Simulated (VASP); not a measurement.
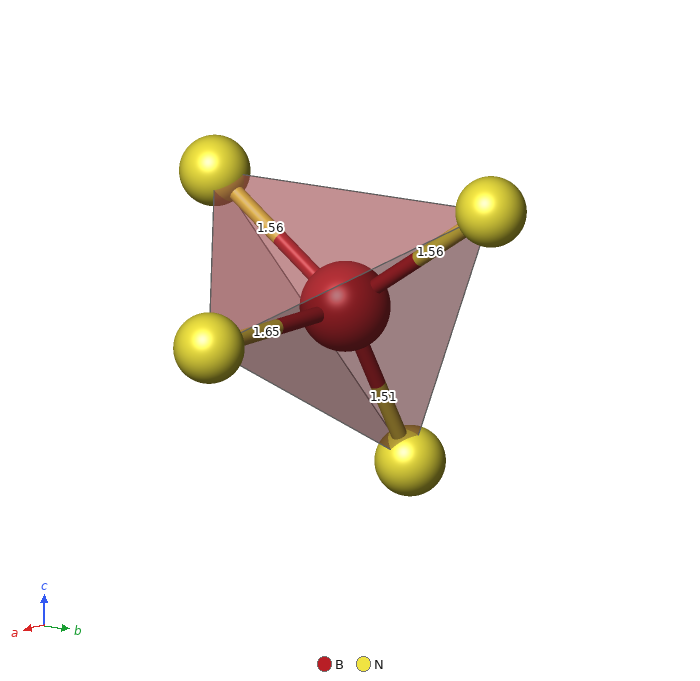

Coordination of B in BN (Pnma); bond lengths in Å. Shape measures S are computed against regular polyhedra or, for capped shapes, the nearer of the equal-edge and equal-bond forms. Source: a cell listed in the Materials Project, as set up for an electronic-structure calculation.

Question: What geometry does the central atom have?

Answer: BN4: a clearly distorted tetrahedron (coordination number 4, S = 1.14; next best see-saw, S = 7.1).

Question: Estimate τ4 from the two largest angles.

Answer: The largest angles are 119.4° and 116.0°, so τ4 = 0.88 (1 for a tetrahedron, 0 for a square plane).

Question: Does the central atom sit at the centroid of its ligands?

Answer: No, it is displaced by 0.19 Å; the site symmetry is m.
